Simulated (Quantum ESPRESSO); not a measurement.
## MgO (Periclase): the LO frequency by hand

Aim: work out the LO frequency and the static dielectric constant of MgO (Periclase) from one linear-response run, then check them.

Method: DFT PBE, scalar-relativistic, plane waves, PseudoDojo norm-conserving pseudopotentials, in Quantum ESPRESSO 7.5.

The database entry behind the starting cell differs from later determinations by our own check (about 0.1 % long), so it need not match the best structure at ambient conditions.

### Step 1. The relaxed structure

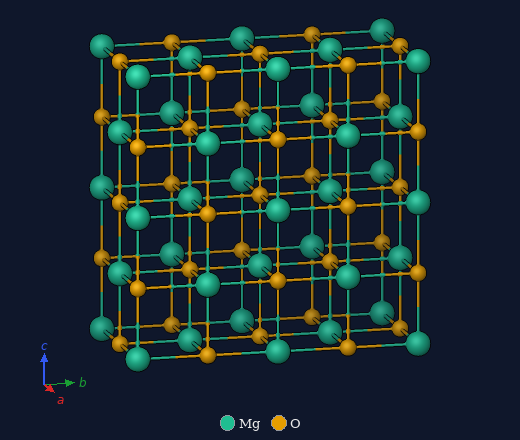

The starting structure, seen slightly off an axis (magnesium teal, oxygen orange). 1×2×2 cells are drawn. This picture shows the conventional cell, with its axes. Some periodic images of atoms are drawn too.

This is the cell after its relaxation at this level of theory, not the database cell from which that began.

### Step 2. What the response run gave

A linear-response run on the relaxed cell, with the response to an electric field; only its zone-centre results are used. Cutoff 92 Ry, k mesh 12×12×12.

Output:

```text
[banners, grids, parts of the stress and lines that vanish by symmetry left out]
Program PHONON v.7.5
     Reading xml data from directory:

[...]
Exchange-correlation= PBE
                           (   1   4   3   4   0   0   0)
[...]
kinetic-energy cut-off    =      92.0000  Ry
     charge density cut-off    =     368.0000  Ry
     convergence threshold     =      1.0E-18
[...]
Exchange-correlation= PBE
                           (   1   4   3   4   0   0   0)
[...]
q = (   0.0000000   0.0000000   0.0000000 )
     49 Sym.Ops. (with q -> -q+G )
     G cutoff =  602.1085  (  15473 G-vectors)     FFT grid: ( 36, 36, 36)
     number of k points=    72
[...]
Mode symmetry, O_h (m-3m)  point group:
[...]
Dielectric constant
[...]
End of electric fields calculation
          Dielectric constant in cartesian axis
          (       3.228518132      -0.000000000      -0.000000000 )
          (      -0.000000000       3.228518132       0.000000000 )
          (      -0.000000000       0.000000000       3.228518132 )
          Effective charges (d Force / dE) in cartesian axis without acoustic sum rule applied (asr)
           atom    1  Mg    Mean Z*:        2.00134
      Ex  (        2.00134       -0.00000        0.00000 )
      Ey  (       -0.00000        2.00134       -0.00000 )
      Ez  (        0.00000       -0.00000        2.00134 )
           atom    2  O     Mean Z*:       -2.00075
      Ex  (       -2.00075       -0.00000       -0.00000 )
      Ey  (       -0.00000       -2.00075        0.00000 )
      Ez  (       -0.00000        0.00000       -2.00075 )
          Effective charges Sum: Mean:        0.00059
[...]
Effective charges (d Force / dE) in cartesian axis with asr applied:
           atom    1  Mg    Mean Z*:        2.00105
[...]
atom    2  O     Mean Z*:       -2.00105
[...]
Representation #   1 modes #   1   2   3
[...]
End of self-consistent calculation
     Convergence has been achieved
     Representation #   2 modes #   4   5   6
[...]
End of self-consistent calculation
     Convergence has been achieved
[...]
Dielectric constant in cartesian axis
          (       3.228518132      -0.000000000      -0.000000000 )
          (      -0.000000000       3.228518132       0.000000000 )
          (      -0.000000000       0.000000000       3.228518132 )
          Effective charges (d Force / dE) in cartesian axis without acoustic sum rule applied (asr)
           atom    1  Mg    Mean Z*:        2.00134
      Ex  (        2.00134       -0.00000        0.00000 )
      Ey  (       -0.00000        2.00134       -0.00000 )
      Ez  (        0.00000       -0.00000        2.00134 )
           atom    2  O     Mean Z*:       -2.00075
      Ex  (       -2.00075       -0.00000       -0.00000 )
      Ey  (       -0.00000       -2.00075        0.00000 )
      Ez  (       -0.00000        0.00000       -2.00075 )
          Effective charges Sum: Mean:        0.00059
[...]
Effective charges (d Force / dE) in cartesian axis with asr applied:
           atom    1  Mg    Mean Z*:        2.00105
[...]
atom    2  O     Mean Z*:       -2.00105
[...]
q = (    0.000000000   0.000000000   0.000000000 )
[...]
freq (    1) =       1.759194 [THz] =      58.680409 [cm-1]
     freq (    2) =       1.759194 [THz] =      58.680409 [cm-1]
     freq (    3) =       1.759194 [THz] =      58.680409 [cm-1]
     freq (    4) =      11.080454 [THz] =     369.604174 [cm-1]
     freq (    5) =      11.080454 [THz] =     369.604174 [cm-1]
     freq (    6) =      11.080454 [THz] =     369.604174 [cm-1]
[...]
Mode symmetry, O_h (m-3m)  point group:
     freq (   1-   3) =         58.7  [cm-1]   --> T_1u G_15  G_4- I
     freq (   4-   6) =        369.6  [cm-1]   --> T_1u G_15  G_4- I

   JOB DONE.
```

```tsv
quantity	value
cell volume Ω (Å³)	19.232
mass of Mg (u)	24.305
mass of O (u)	15.999
Born charge of Mg, raw (e)	2.001
Born charge of O, raw (e)	-2.001
ε∞	3.228
ω(TO) after the sum rule (cm⁻¹)	366.3
```

### Step 3. The calculation

The charges must sum to zero over the cell; taking off their mean, 0.000 e, leaves Z* = 2.001 e on Mg. In the polar mode Mg moves against O, so the reduced mass is μ = 24.30 × 16.00 / 40.30 = 9.648 u.

A longitudinal wave builds up a field that adds to the restoring force: ω(LO)² = ω(TO)² + 4π Z*² / (μ Ω ε∞), in Hartree atomic units. With μ = 17587 electron masses and Ω = 129.78 bohr³ the second term is 6.8282e-06 Ha², or 328907 cm⁻² (1 Ha = 219474.6 cm⁻¹).

So ω(LO) = √(134168 + 328907) = 680.5 cm⁻¹, and by the Lyddane-Sachs-Teller relation ε₀ = ε∞ (ω(LO)/ω(TO))² = 11.14.

### Step 4. Check against the program

The analysis program adds the same non-analytic term to the full matrix, here for q along (1 0 0).

Output:

```text
[banner, memory and clock lines left out]
Program DYNMAT v.7.5

     Reading Dynamical Matrix from file g.dyn
     ...Force constants read
     ...epsilon and Z* read

     Polarizability (A^3 units)
     multiply by 0.573776 for Clausius-Mossotti correction
         3.410592   -0.000000   -0.000000
        -0.000000    3.410592    0.000000
        -0.000000    0.000000    3.410592

     IR activities are in (D/A)^2/amu units

# mode   [cm-1]    [THz]      IR
    1     -0.00   -0.0000    0.0000
    2     -0.00   -0.0000    0.0000
    3     -0.00   -0.0000    0.0000
    4    366.29   10.9811    9.5751
    5    366.29   10.9811    9.5751
    6    680.49   20.4007    9.5751
```

ε₀ comes from the program's run without a direction of q.

```tsv
quantity	by hand	program
ω(LO) (cm⁻¹)	680.5	680.5
ε₀	11.14	11.14
```

### Step 5. Results

- TO mode: 366.3 cm⁻¹
- LO mode: 680.5 cm⁻¹
- static dielectric constant: 11.14

In words: The LO mode of MgO (Periclase) lies at 680 cm⁻¹, 314 cm⁻¹ above the TO mode; the formula meets the program within 0.1 cm⁻¹, as it must for a cubic crystal with one polar mode. ω(LO)² − ω(TO)² goes with Z*²/ε∞: an error of 5 % in ε∞ would move the LO mode by 11.6 cm⁻¹, and semilocal functionals tend to overestimate ε∞. The acoustic modes of the response miss zero by 59 cm⁻¹, a numerical error that can touch the optical modes as well. These are harmonic values at zero temperature, at the volume of this functional, for the structure held cubic; stability elsewhere in the zone is no part of this calculation.

[Host names and launcher messages were left out of these logs when they were recorded.]

[Logs are printed without paths, hosts, clocks, repeated set-up lines and the standing remarks that a program may print on its own settings, such as how far it seeks lower states.]

[Hosts, paths, dates, database ids (printed as entryN), source tags and the programs' standing remarks are cut or masked in the printed files.]
